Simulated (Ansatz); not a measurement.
**Geometry relaxation of Ti3Al5 (part 2 of 2)**

Ti3Al5 (Pmmm, 8 atoms in the cell); DFT r2SCAN, scalar-relativistic, plane waves, PAW, no spin polarisation (Ansatz 0.2.0); cutoff 500 eV, 10×10×6 k-mesh, Gaussian smearing of 0.1 eV. The structure derives from a Materials Project entry.

Geometry of the input (Å; fractional positions):
```
3.9010  0.0000  0.0000
0.0000  4.0139  0.0000
0.0000  0.0000  8.0833
Ti 0.0000  0.5000  0.2651
Ti 0.0000  0.5000  0.7349
Ti 0.5000  0.5000  0.0000
Al 0.0000  0.0000  0.0000
Al 0.0000  0.0000  0.5000
Al 0.5000  0.5000  0.5000
Al 0.5000  0.0000  0.2422
Al 0.5000  0.0000  0.7578
```

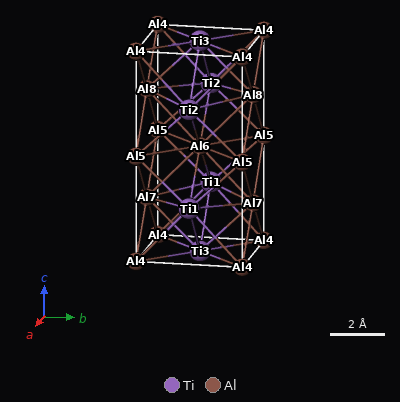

Fig. 1: The geometry at step 3 of the log (ball-and-stick view of the cell of the calculation, seen slightly off an axis; atoms are numbered from 1 in the order of the input).

```
basis re-selected at this cell: Δ(F+E_penalty+E_count) = -3.020e-5 eV, ΔP = +0.000 GPa vs the last step (what re-selecting the basis moved, of the pressure what is left beyond the Pulay correction that the steps carried, after the strain that the cell walked since its last selection, with what the two solves' SCF thresholds leave and, on support functions, any second-order correction that the steps lacked; it is no measure of the basis error at this ecutwfc). This SCF's stress stands 6.03e-3 GPa from its target on what of the cell is left free (relax.cell.stress_tol is 5.00e-2 GPa) and its largest allowed force component is 5.86e-4 eV/Å (relax.f_tol is 5.00e-3 eV/Å): within both
SCF converged after 6 iterations
Free energy (F): -10218.824593 eV
Harris-Foulkes:  -10218.824593 eV  (|F-HF|=1.09e-11)
Internal energy: -10218.802812 eV  (E = F + TS)
E sigma→0 (E₀):  -10218.813703 eV
Entropy (-TS):   -0.021781 eV (-2.723 meV/atom)
Fermi energy:    10.593802 eV
--- Per-component energies (eV) ---
  E_band       = -523.221547
  E_kinetic    = 939.763587
  E_local      = -3506.190962  (includes V_loc(G=0)·N_el)
  E_nonlocal   = 73.479360
  E_hartree    = 1527.541937
  E_xc         = -465.555719
  E_vxc        = -558.167999  (∫ρ·V_xc dr)
  E_paw        = -5538.312539  (= ΣΔE_a)
  E_vpaw       = -560.590679  (= ΣTr[D̂ρ^β])
  E_aug_tail   = 0.000272  (compensation charges beyond the density's cutoff)
  E_vtau       = 33.401098  (kinetic-family band-sum trace: ∫τ·v_τ [+ j·A + Jᵃ·Aᵃ] dr)
  E_ewald      = -3248.467836
  E_core_change = -1.060912  (= ΣΔE_core)
  E_smearing   = -0.021781  (= −TS)
  E_closure    = 0.000000  (closes the sum)
  Σ components = -10218.824593   (vs F -10218.824593, Δ=0.00e0)
--- Forces (eV/Å), atoms counted from 1 ---
  atom   1  Ti    -0.00000000     0.00000000    -0.00037015
  atom   2  Ti     0.00000000    -0.00000000     0.00037015
  atom   3  Ti    -0.00000000     0.00000000     0.00000000
  atom   4  Al    -0.00000000     0.00000000     0.00000000
  atom   5  Al     0.00000000     0.00000000     0.00000000
  atom   6  Al     0.00000000     0.00000000     0.00000000
  atom   7  Al     0.00000000    -0.00000000    -0.00058645
  atom   8  Al    -0.00000000     0.00000000     0.00058645
  max |Σ_I F_I| component: 3.11e-30 eV/Å
--- Stress (GPa, compression-positive) ---
       -0.004218       0.000000       0.000000
        0.000000      -0.001983      -0.000000
        0.000000      -0.000000      -0.006034
  P = ⅓ Tr σ = -0.0041 GPa (-0.041 kbar)
--- Band table (eV; the first three rows and the last of 144) ---
  k-point 0: bands = ["-48.4589", "-48.4527", "-48.2591", "-23.7836", "-23.7751", "-23.7000", "-23.6874", "-23.6578", "-23.6399", "-23.6221", "-23.3894", "-23.3418", "0.0538", "2.5900", "2.8809", "7.5557", "8.2055", "8.3991", "8.6913", "8.8040", "9.4412", "9.5364", "9.8697", "9.8858", "9.9466", "10.2121", "10.7594", "11.3505", "11.4506", "11.4962", "11.8217", "12.1933", "12.2111", "13.3174"]
  k-point 1: bands = ["-48.4587", "-48.4529", "-48.2591", "-23.7834", "-23.7754", "-23.7044", "-23.6871", "-23.6526", "-23.6402", "-23.6221", "-23.3893", "-23.3426", "0.1051", "2.0428", "3.5476", "7.1889", "8.1934", "8.3974", "8.7534", "8.7970", "9.1951", "9.8557", "9.8704", "9.9003", "9.9685", "10.2188", "10.7768", "11.3502", "11.3845", "11.4088", "11.7560", "12.2376", "12.4797", "13.3911"]
  k-point 2: bands = ["-48.4583", "-48.4533", "-48.2591", "-23.7828", "-23.7761", "-23.7113", "-23.6866", "-23.6441", "-23.6409", "-23.6220", "-23.3892", "-23.3441", "0.2341", "1.5375", "4.4290", "6.3523", "8.3000", "8.3940", "8.7834", "8.8476", "8.9570", "9.8549", "9.9009", "9.9916", "10.0139", "10.2324", "10.8176", "11.3246", "11.3898", "11.4625", "11.6327", "12.2851", "12.9229", "13.4534"]
  k-point 143: bands = ["-48.4518", "-48.4512", "-48.2628", "-23.7910", "-23.7894", "-23.7333", "-23.7230", "-23.6601", "-23.6502", "-23.6441", "-23.3679", "-23.3304", "3.9754", "4.7637", "4.7886", "4.9276", "5.0361", "6.1203", "7.3113", "7.9804", "8.0784", "8.3664", "8.5415", "8.8527", "9.4560", "9.7910", "10.2866", "12.0389", "12.0494", "12.1505", "12.4776", "12.4941", "12.5346", "12.5473"]
--- Relaxed structure (3 steps of the walk, 3 accepted, 1 SCFs on fresh bases) ---
  F+E_penalty+E_count = -10218.82459329 eV   max|allowed force component| = 5.865e-4 eV/Å   (the final SCF, on the basis selected at the relaxed cell)
  cell:  # Å, volume = 126.6690 Å³
    - [3.901629011474206, -7.014237062351637e-35, -1.197096458641346e-33]
    - [-7.217282703104024e-35, 4.02272281144662, -5.4129620273280176e-36]
    - [-2.7905664654391817e-33, -1.0900650255621803e-35, 8.070570691291465]
  atoms:
    - { symbol: Ti, position: [-6.604260107733352e-35, 0.5, 0.2648736043891475] }
    - { symbol: Ti, position: [-5.987135286788984e-35, 0.5, 0.7351263956108524] }
    - { symbol: Ti, position: [0.5, 0.5, 6.7064407278539685e-21] }
    - { symbol: Al, position: [2.165330688879001e-34, 0.0, 6.7064407278539866e-21] }
    - { symbol: Al, position: [2.9901023428862555e-35, -1.6704779438076223e-52, 0.5] }
    - { symbol: Al, position: [0.5, 0.5, 0.5] }
    - { symbol: Al, position: [0.5, -2.6727647100921956e-51, 0.24233263683291942] }
    - { symbol: Al, position: [0.5, -2.3386691213306712e-51, 0.7576673631670805] }
```

### Trajectory as extended XYZ (Å, eV, eV/Å), 4 frames, from step=1 to step=4
```
8
Lattice="3.9010 0.0000 0.0000 0.0000 4.0139 0.0000 0.0000 0.0000 8.0833" Properties=species:S:1:pos:R:3:forces:R:3 step=1 energy=-10218.82417 pressure_GPa=0.08
Ti    0.0000    2.0070    2.1426    0.0000   0.0000  -0.0116
Ti    0.0000    2.0070    5.9407    0.0000   0.0000   0.0116
Ti    1.9505    2.0070    0.0000    0.0000   0.0000   0.0000
Al    0.0000    0.0000    0.0000    0.0000   0.0000   0.0000
Al    0.0000    0.0000    4.0416    0.0000   0.0000   0.0000
Al    1.9505    2.0070    4.0416    0.0000   0.0000   0.0000
Al    1.9505    0.0000    1.9580    0.0000   0.0000   0.0062
Al    1.9505    0.0000    6.1252    0.0000   0.0000  -0.0062
8
Lattice="3.9022 0.0000 0.0000 0.0000 4.0258 0.0000 0.0000 0.0000 8.0640" Properties=species:S:1:pos:R:3:forces:R:3 step=2 energy=-10218.82448 pressure_GPa=-0.01
Ti    0.0000    2.0129    2.1349    0.0000   0.0000   0.0078
Ti    0.0000    2.0129    5.9291    0.0000   0.0000  -0.0078
Ti    1.9511    2.0129    0.0000    0.0000   0.0000   0.0000
Al    0.0000    0.0000    0.0000    0.0000   0.0000   0.0000
Al    0.0000    0.0000    4.0320    0.0000   0.0000   0.0000
Al    1.9511    2.0129    4.0320    0.0000   0.0000   0.0000
Al    1.9511    0.0000    1.9547    0.0000   0.0000  -0.0048
Al    1.9511    0.0000    6.1092    0.0000   0.0000   0.0048
8
Lattice="3.9016 0.0000 0.0000 0.0000 4.0227 0.0000 0.0000 0.0000 8.0706" Properties=species:S:1:pos:R:3:forces:R:3 step=3 energy=-10218.82456 pressure_GPa=-0.00
Ti    0.0000    2.0114    2.1377    0.0000   0.0000  -0.0003
Ti    0.0000    2.0114    5.9329    0.0000   0.0000   0.0003
Ti    1.9508    2.0114    0.0000    0.0000   0.0000   0.0000
Al    0.0000    0.0000    0.0000    0.0000   0.0000   0.0000
Al    0.0000    0.0000    4.0353    0.0000   0.0000   0.0000
Al    1.9508    2.0114    4.0353    0.0000   0.0000   0.0000
Al    1.9508    0.0000    1.9558    0.0000   0.0000  -0.0006
Al    1.9508    0.0000    6.1148    0.0000   0.0000   0.0006
8
Lattice="3.9016 0.0000 0.0000 0.0000 4.0227 0.0000 0.0000 0.0000 8.0706" Properties=species:S:1:pos:R:3:forces:R:3 step=4 energy=-10218.82459 pressure_GPa=-0.00
Ti    0.0000    2.0114    2.1377    0.0000   0.0000  -0.0004
Ti    0.0000    2.0114    5.9329    0.0000   0.0000   0.0004
Ti    1.9508    2.0114    0.0000    0.0000   0.0000   0.0000
Al    0.0000    0.0000    0.0000    0.0000   0.0000   0.0000
Al    0.0000    0.0000    4.0353    0.0000   0.0000   0.0000
Al    1.9508    2.0114    4.0353    0.0000   0.0000   0.0000
Al    1.9508    0.0000    1.9558    0.0000   0.0000  -0.0006
Al    1.9508    0.0000    6.1148    0.0000   0.0000   0.0006
```

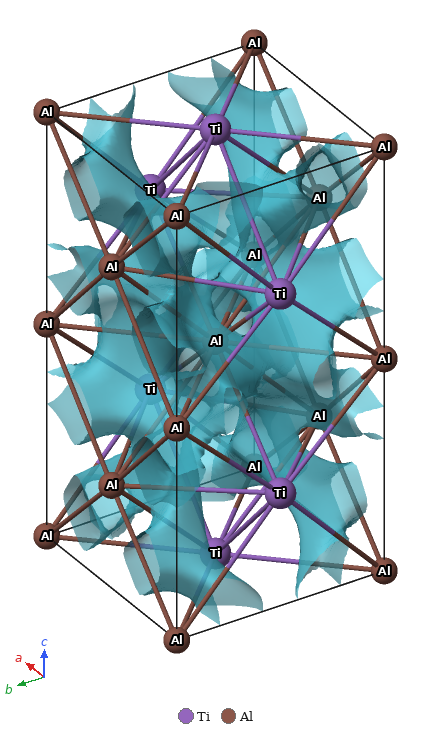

Fig. 2: Isosurface of the ELF at 0.6 (cyan), seen at an oblique angle. Only the valence region is drawn (cores and ρ < 0.01 e/Å³ removed). Sticks mark near contacts. The outline is the cell set on symmetry axes. Profiles from the grid: Ti–Al (2.72 Å): the ELF is about 0.35 at the midpoint (nearly free electrons, as in a simple metal). Al–Al (2.76 Å): the ELF peaks at about 0.70 between the atoms. The fields are those of the smooth PAW valence density.

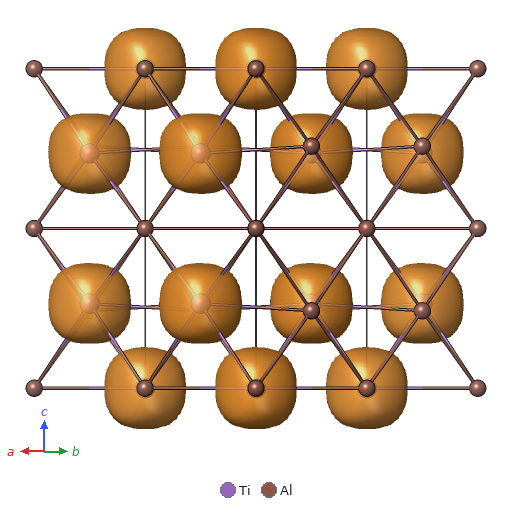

Fig. 3: Isosurface of the valence pseudo-density at 0.3 e/Å³ (orange), seen along [110]. Sticks mark near contacts. The outline is the cell set on symmetry axes. At this value the density breaks into separate islands; it holds about 55 % of the electrons treated as valence (semicore included). It is pinched off along the Ti–Al (2.72 Å), Al–Al (2.76 Å), Ti–Ti (2.89 Å) and Ti–Al (2.77 Å) contacts. On the grid the lowest density along these lines, outside the cores, is 0.23 e/Å³ (Ti–Al, 2.72 Å), 0.23 e/Å³ (Al–Al, 2.76 Å), 0.22 e/Å³ (Ti–Ti, 2.89 Å) and 0.21 e/Å³ (Ti–Al, 2.77 Å).
